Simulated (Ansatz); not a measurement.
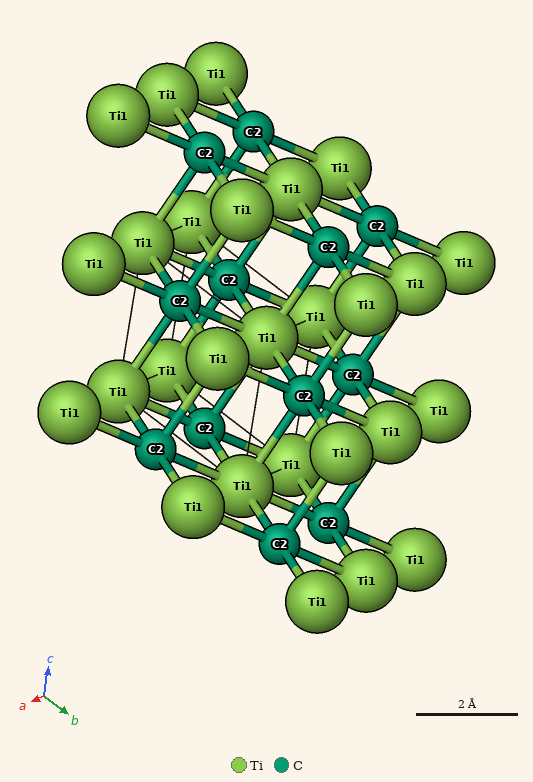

Fig. 1: The structure as given in the input (ball-and-stick view of the reduced cell, repeated 2 × 2 × 2, seen slightly off an axis; atoms are numbered from 1 in the order of the input). An atom can appear more than once, as a periodic image.

**Single-point calculation, with input and output: TiC**

- system: TiC (2 atoms in the cell)
- method: DFT PBE, scalar-relativistic, plane waves, PAW, no spin polarisation (Ansatz 0.2.0)

The structure derives from an entry of the Crystallography Open Database. It belongs to a series of runs on one base structure; here: strain +0.025 along x and y, +0.050 along z, atoms carried along. Figures and captions count atoms from 1; the log counts them from 0 in places.

Log:
```
Engine: ansatz 0.2.0, x86_64-unknown-linux-gnu
Pseudopotentials: kind: paw
Pseudopotential: Ti, paw, valence charge 12, recommended cutoff 420 eV (normal), Ti.paw.azcp
Pseudopotential: C, paw, valence charge 4, recommended cutoff 420 eV (normal), C.paw.azcp
Functional definition: PBE
  parameter kappa = 0.804
  parameter beta = 0.06672455060314922
  exchange = pbe_x(kappa = kappa, mu = beta*pi^2/3)
  correlation = pbe_c(beta = beta)
Crystal: 2 atoms, lattice volume = 22.435 Å³
Basis set: ecut = 420 eV, 427 PW (Γ), exchange–correlation on 48×48×48 points (8 copies of the dense FFT grid, shifted against one another)
Bands: 12, of which v1, the nominal top of the filled ones, is band 8 counted from 1 (7 counted from 0)
Symmetry: 16 space group operations
Space group: I4/mmm (ITA 139), of the structure as read, at distance tolerance 2.8e-5 Å
k-points: 1063 of 13824
Non-local potential: Ti, projectors of the file, l = 0: 3, l = 1: 2, l = 2: 3, l = 3: 1
Non-local potential: C, projectors of the file, l = 0: 2, l = 1: 2, l = 2: 1
PAW form: soft (Blöchl's): semilocal exchange-correlation on the pseudo side does not see the compensation charge
PAW one-centre angular grid: Ti, 590 points (default); XC on 64 Gauss nodes
PAW one-centre angular grid: C, 110 points (default); XC on 64 Gauss nodes
Initial density: superposition of atomic densities (neutral atoms: chi_scale 0, normalization atom), corrected by the library's trained network
Initial wavefunctions: pseudopotential atomic-orbital guess
Functional: x = pbe(κ = 0.804, μ = 0.2195149727645171), c = pbe(β = 0.06672455060314922)
SCF iter   1: F=—  HF=-2752.124684 eV  |F-HF|=—  |Δ(HF+E_count)|=         —  Δρ=3.36e-3  dr2=9.22e-4  ethr=1.77e-3  ⟨swp⟩=4.2  Hψ=62540  notcnv=0
preconditioner: auto → none  [metal: Δε(μ)=0.007 eV  Ē_g=7.235 eV  σ=0.150 eV  W_gap=0.03  n_scr=8 (ndim 8)  ℏωp=22.2 eV  f_vac=0.000  D(μ)=0.32/eV (n_scr^D=0)  sad-step TF]
SCF iter   2: F=—  HF=-2752.124304 eV  |F-HF|=—  |Δ(HF+E_count)|=   3.80e-4  Δρ=1.97e-3  dr2=3.64e-4  ethr=5.76e-6  ⟨swp⟩=1.0  Hψ=21330  notcnv=0
SCF iter   3: F=—  HF=-2752.124329 eV  |F-HF|=—  |Δ(HF+E_count)|=   2.49e-5  Δρ=1.16e-4  dr2=1.53e-6  ethr=2.27e-6  ⟨swp⟩=2.0  Hψ=14973  notcnv=0
SCF iter   4: F=—  HF=-2752.124332 eV  |F-HF|=—  |Δ(HF+E_count)|=   2.64e-6  Δρ=1.98e-5  dr2=9.28e-8  ethr=9.54e-9  ⟨swp⟩=2.4  Hψ=18763  notcnv=0
iter 5 did not close the SCF: its close was put off for the readings that it lacked (scf_convergence_deferred on its scf_iter line)
SCF iter   5: F=-2752.124332 eV  HF=-2752.124332 eV  |F-HF|=7.35e-10  |Δ(HF+E_count)|=   3.40e-9  Δρ=3.87e-6  dr2=1.87e-9  ethr=5.80e-10  ⟨swp⟩=2.0  Hψ=17414  notcnv=0
SCF iter   6: F=-2752.124332 eV  HF=-2752.124332 eV  |F-HF|=2.26e-10  |Δ(HF+E_count)|=  1.33e-10  Δρ=1.17e-6  dr2=2.28e-10  ethr=1.17e-11  ⟨swp⟩=4.3  Hψ=59521  notcnv=0
SCF 1 converged in 6 iterations: F = -2752.124332 eV  dr2 = 2.28e-10
  greatest PAW one-centre occupation: 0.999 electrons in one spin orbital (limit 2), on the Ti atom at site 0 (counted from 0), in its partial waves of l = 0
```

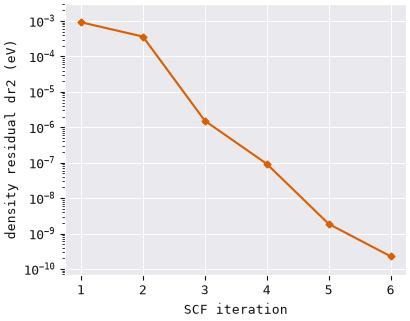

Fig. 2: Convergence of the self-consistent field: density residual dr2 against the SCF iteration. The residual falls at every step.

```
SCF converged after 6 iterations
Free energy (F): -2752.124332 eV
Harris-Foulkes:  -2752.124332 eV  (|F-HF|=2.26e-10)
Internal energy: -2752.120715 eV  (E = F + TS)
E sigma→0 (E₀):  -2752.122523 eV
Entropy (-TS):   -0.003617 eV (-1.808 meV/atom)
Fermi energy:    13.069512 eV
--- Per-component energies (eV) ---
  E_band       = -137.481643
  E_kinetic    = 356.594394
  E_local      = -834.967700  (includes V_loc(G=0)·N_el)
  E_nonlocal   = 31.652353
  E_hartree    = 332.664958
  E_xc         = -145.675169
  E_vxc        = -181.751187  (∫ρ·V_xc dr)
  E_paw        = -1144.622087  (= ΣΔE_a)
  E_vpaw       = -174.338998  (= ΣTr[D̂ρ^β])
  E_aug_tail   = 0.000127  (compensation charges beyond the density's cutoff)
  E_ewald      = -1347.767591
  E_smearing   = -0.003617  (= −TS)
  E_closure    = 0.000000  (closes the sum)
  Σ components = -2752.124332   (vs F -2752.124332, Δ=0.00e0)
--- Forces (eV/Å), atoms counted from 1 ---
  atom   1  Ti     0.00000000     0.00000000     0.00000000
  atom   2  C      0.00000000    -0.00000000    -0.00000000
  max |Σ_I F_I| component: 1.18e-29 eV/Å
--- Stress (GPa, compression-positive) ---
      -18.169557       0.000000       0.000000
        0.000000     -18.169557      -0.000000
       -0.000000      -0.000000     -23.465499
  P = ⅓ Tr σ = -19.9349 GPa (-199.349 kbar)
--- Band table (eV; the first three rows and the last of 1063) ---
  k-point 0: bands = ["-43.7760", "-19.8745", "-19.8336", "-19.8336", "1.1261", "13.6162", "13.7685", "13.7685", "14.4840", "14.5796", "14.6364", "14.6364"]
  k-point 1: bands = ["-43.7752", "-19.8769", "-19.8379", "-19.8341", "1.1610", "13.4907", "13.6309", "13.7168", "14.0711", "14.1446", "14.7220", "15.1261"]
  k-point 2: bands = ["-43.7729", "-19.8861", "-19.8483", "-19.8355", "1.2650", "13.0658", "13.2541", "13.3594", "13.9600", "14.0154", "14.9054", "15.7382"]
  k-point 1062: bands = ["-43.7176", "-20.1709", "-19.9426", "-19.9426", "3.2776", "9.5997", "11.7412", "13.0719", "13.0719", "15.4285", "16.1105", "16.1105"]
```

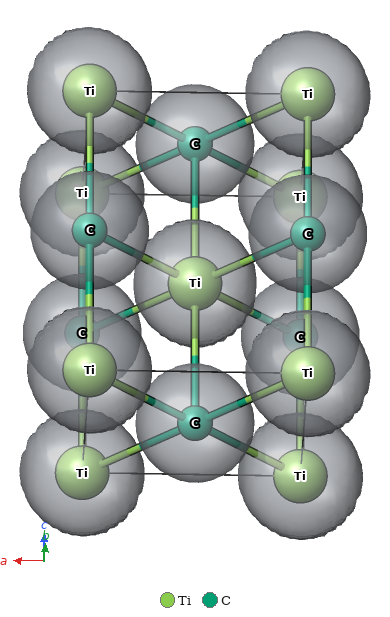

Fig. 3: Isosurface of the valence pseudo-density at 0.6 e/Å³ (grey), seen at an oblique angle. Sticks mark near contacts. The outline is the cell set on symmetry axes. At this value the density breaks into separate islands; it holds about 70 % of the electrons treated as valence (semicore included). It is pinched off along the Ti–C (2.22 Å) and Ti–C (2.27 Å) contacts. On the grid the lowest density along these lines, outside the cores, is 0.46 e/Å³ (Ti–C, 2.22 Å) and 0.41 e/Å³ (Ti–C, 2.27 Å). Core electrons are frozen (PAW), so the fields are smoothed inside the atomic spheres.

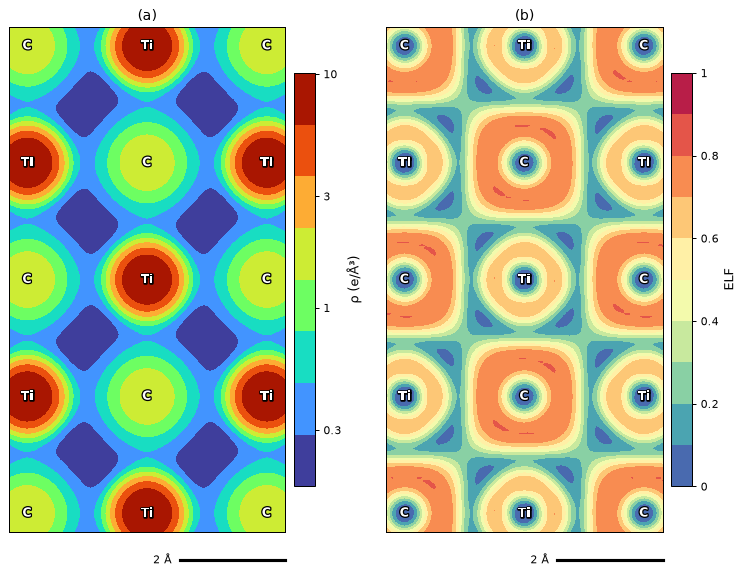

Fig. 4: (a) valence electron density; (b) ELF on the (110) plane of the conventional cell. Atoms in the plane: Ti and C. Ti–C (2.22 Å): ρ at the midpoint is about 0.46 e/Å³; the ELF is about 0.30 at the midpoint; a polar contact without a shared pair, in a metal. Ti–C (2.27 Å): ρ at the midpoint is about 0.41 e/Å³; the ELF is about 0.30 at the midpoint; a polar contact without a shared pair, in a metal. Away from the nuclei the density in this plane falls to 0.17 e/Å³ at its lowest. The strong features right at Ti lie inside the PAW spheres (semicore, d or f shells) and say nothing about bonding.

The run was set up as follows.

Input:
```yaml
crystal:
  lattice:
    - [0.0, 2.2206230637, 2.2747846019]
    - [2.2206230637, 0.0, 2.2747846019]
    - [2.2206230637, 2.2206230637, 0.0]
  atoms:
    - { symbol: Ti, position: [0.0, 0.0, 0.0] }
    - { symbol: C, position: [0.5, 0.5, 0.5] }
basis:
  ecutwfc: 420
kpoints:
  mp_grid: { grid: [24, 24, 24] }
hamiltonian:
  xc: pbe
scf:
  occupations: { method: gaussian, width: 0.15 }
output:
  forces: true
  stress: true
  eigenvalues: true
  write_density: true
  write_potential: true
  elf: true
  volumetric_format: npy
```

Command:
```bash
ansatz run input.yaml --threads 2 --pin off --max-ram 5120MiB --backend cpu --events-out ev --progress --plain --runs-dir out
```

Key numbers:

| quantity | value |
| --- | --- |
| outcome | converged |
| space group (tolerance 0.01 Å) | I4/mmm (139) |
| electrons treated | 16 |
| free energy | −2752.1243 eV |
| Fermi energy | 13.070 eV |
| gap on the k-point mesh | none (metallic) |
| pressure | −19.93 GPa |
| largest force (length of the vector) | under 0.001 eV/Å |
| hardware | 2 threads of Intel Xeon (Sapphire Rapids), 32 GiB of memory available, shared host |
| wall time | 6.6 s (CPU time 13 s) |
| peak memory | 0.64 GiB |

Remarks:

The cell is under a tension of 19.9 GPa at this level, so it is not at its equilibrium volume.
